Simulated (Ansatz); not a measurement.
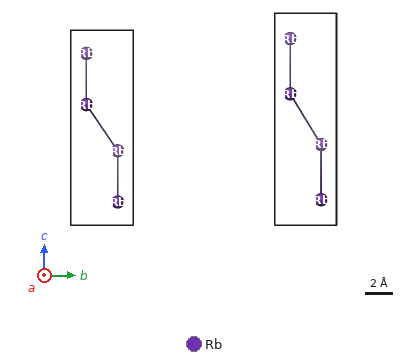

Two geometries of a crystal of Rb (built on the database_62 type), drawn at one scale. One is the start of a relaxation, the other its converged end. A ball-and-stick model of the cell of the calculation, seen along the a axis.

Computed with DFT r2SCAN, scalar-relativistic, plane waves, PAW in Ansatz. Settings: plane-wave cutoff 500 eV; k-point mesh 8 × 10 × 4; occupations gaussian; smearing width 0.1 eV; no spin polarisation; cell and atoms relaxed; force threshold 0.01 eV/Å; at most 80 steps.

**Which of the two is the end point?**

The right one is the relaxed one. Case: structure reported for this formula (Pnma, No. 62). The largest moves relative to the cell, 0.029 Å, are those of Rb atoms. The drawn cell changes as follows: a 5.405 → 4.983 Å (−7.8 %), b 4.809 → 4.748 Å (−1.3 %), c 14.964 → 16.276 Å (+8.8 %); the volume changes by −1.0 %. Some distances before and after: Rb–Rb 5.405 → 4.983 Å, Rb–Rb 5.038 → 5.195 Å, Rb–Rb 4.776 → 4.922 Å, Rb–Rb 5.091 → 5.197 Å. The space group (tolerance 0.01 Å) goes from Pnma (No. 62) to Cmcm (No. 63). Over 4 accepted moves (5 points after the start) the energy falls by 8.2 meV per atom. Largest force component: 0.006 eV/Å at the start, 0.00025 eV/Å at the end. The pressure goes from 0.00 to 0.01 GPa. The SCF was repeated once at an unchanged geometry on a basis and grid sized afresh for the cell, which shifted the energy by 0.1 meV per atom at most.
